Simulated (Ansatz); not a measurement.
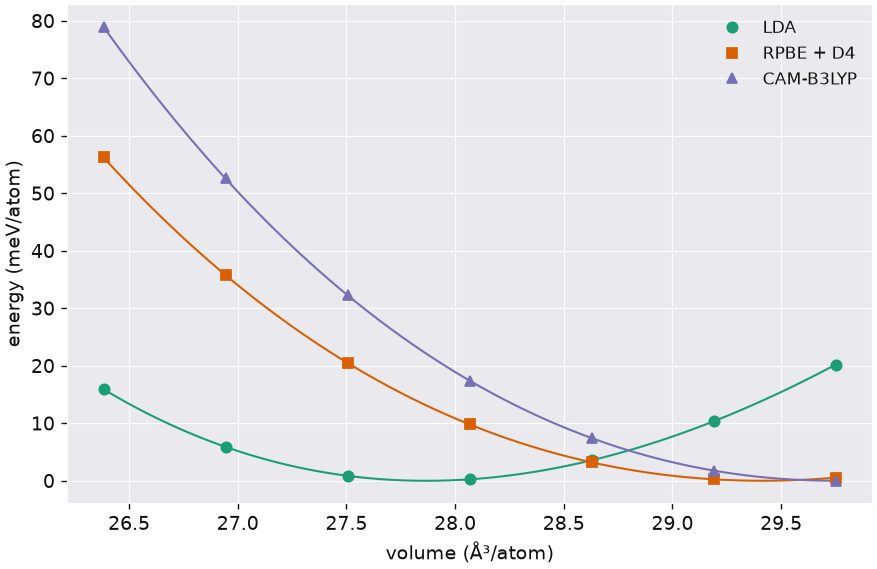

Plotted: energy against volume, with one curve for each functional, for HgSe (space group F-43m).

How it was computed, with Ansatz 0.2.0: plane-wave DFT, no spin polarisation; energies at scaled volumes of the given cell, shape and fractions fixed, counted from the fit's minimum, third-order Birch-Murnaghan fit. All runs: no spin polarisation.

occupations Fermi–Dirac; smearing width 0.05 eV; potentials Ansatz PAW; wave cutoff 420 eV; density cutoff 1680 eV.

Settings that differ: LDA: k mesh 8×8×8; RPBE + D4: k mesh 8×8×8; CAM-B3LYP: k mesh 4×4×4.

### Order the curves by fitted equilibrium volume, smallest first.

LDA 27.866, RPBE + D4 29.415, CAM-B3LYP 29.746 Å³/atom.

### Order the curves by fitted bulk modulus, smallest first.

RPBE + D4 46.2, CAM-B3LYP 52.5, LDA 57.9 GPa.

Caveats: coarse k mesh (CAM-B3LYP); the fit and the printed pressures don't fully agree, or the minimum lies near the end of the range (CAM-B3LYP); the functional was run on potentials made for another functional (RPBE + D4, CAM-B3LYP); spin-orbit coupling left out, heavy elements.

The computed values:

LDA:
```json
{"volume (Å³/atom)": "26.38", "energy (meV/atom)": "15.91"}
{"volume (Å³/atom)": "26.94", "energy (meV/atom)": "5.89"}
{"volume (Å³/atom)": "27.51", "energy (meV/atom)": "0.87"}
{"volume (Å³/atom)": "28.07", "energy (meV/atom)": "0.25"}
{"volume (Å³/atom)": "28.63", "energy (meV/atom)": "3.57"}
{"volume (Å³/atom)": "29.19", "energy (meV/atom)": "10.34"}
{"volume (Å³/atom)": "29.75", "energy (meV/atom)": "20.19"}
```

RPBE + D4:
```json
{"volume (Å³/atom)": "26.38", "energy (meV/atom)": "56.24"}
{"volume (Å³/atom)": "26.94", "energy (meV/atom)": "35.77"}
{"volume (Å³/atom)": "27.51", "energy (meV/atom)": "20.49"}
{"volume (Å³/atom)": "28.07", "energy (meV/atom)": "9.80"}
{"volume (Å³/atom)": "28.63", "energy (meV/atom)": "3.21"}
{"volume (Å³/atom)": "29.19", "energy (meV/atom)": "0.25"}
{"volume (Å³/atom)": "29.75", "energy (meV/atom)": "0.54"}
```

CAM-B3LYP:
```json
{"volume (Å³/atom)": "26.38", "energy (meV/atom)": "78.93"}
{"volume (Å³/atom)": "26.94", "energy (meV/atom)": "52.58"}
{"volume (Å³/atom)": "27.51", "energy (meV/atom)": "32.24"}
{"volume (Å³/atom)": "28.07", "energy (meV/atom)": "17.43"}
{"volume (Å³/atom)": "28.63", "energy (meV/atom)": "7.42"}
{"volume (Å³/atom)": "29.19", "energy (meV/atom)": "1.77"}
{"volume (Å³/atom)": "29.75", "energy (meV/atom)": "0.00"}
```
